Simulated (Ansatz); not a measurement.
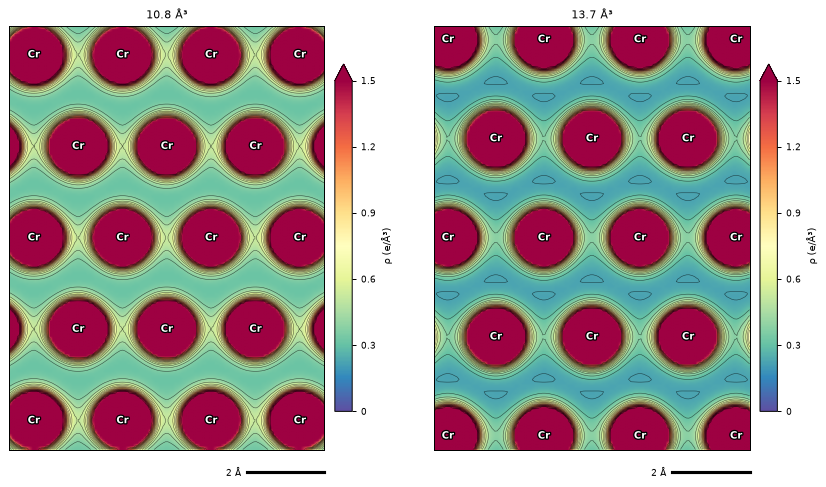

Cr. The valence pseudo-density of cells scaled evenly to different volumes (given per atom above each panel), on the (011) plane of each (indices in the axes of the cell below), at one length scale and on one colour scale.

A generated structure, not necessarily the stable one; the program warned that a starting moment wasn't kept; spin-polarised, but the moments vanished.

Computed with DFT, BLYP, plane waves (420 eV) with PAW, scalar-relativistic (Ansatz 0.2.0).

In a PAW calculation such maps are meaningful between the atoms, not at the nuclei.

The largest cell:

```cif
data_structure
_symmetry_space_group_name_H-M 'P 1'
_symmetry_Int_Tables_number 1
_cell_length_a 2.4758
_cell_length_b 2.4758
_cell_length_c 4.4671
_cell_angle_alpha 90.000
_cell_angle_beta 90.000
_cell_angle_gamma 90.000
_cell_volume 27.38
loop_
_atom_site_label
_atom_site_type_symbol
_atom_site_fract_x
_atom_site_fract_y
_atom_site_fract_z
_atom_site_occupancy
Cr1 Cr 0.00000 0.00000 0.00000 1
Cr2 Cr 0.50000 0.50000 0.50000 1
```

| volume (Å³/atom) | Cr–Cr contact in the plane (Å) | ρ at its midpoint (e/Å³) | pressure (GPa) | 
| --- | --- | --- | --- |
| 10.76 | 2.285 | 0.524 | 36.5 | 
| 13.20 | 2.446 | ? | ? | 
| 13.69 | 2.476 | 0.374 | −19.7 | 

**What values belong in the row with question marks?**

Over the known rows ln ρ falls by 1.77 per Å of Cr–Cr distance (the line through the two), which gives 0.394 e/Å³ at 2.446 Å; the calculation gives 0.401 e/Å³. For the pressure, a straight line in volume between the neighbouring rows gives −10.3 GPa; the calculation gives −14.6, lower because pressure rises ever faster on compression.
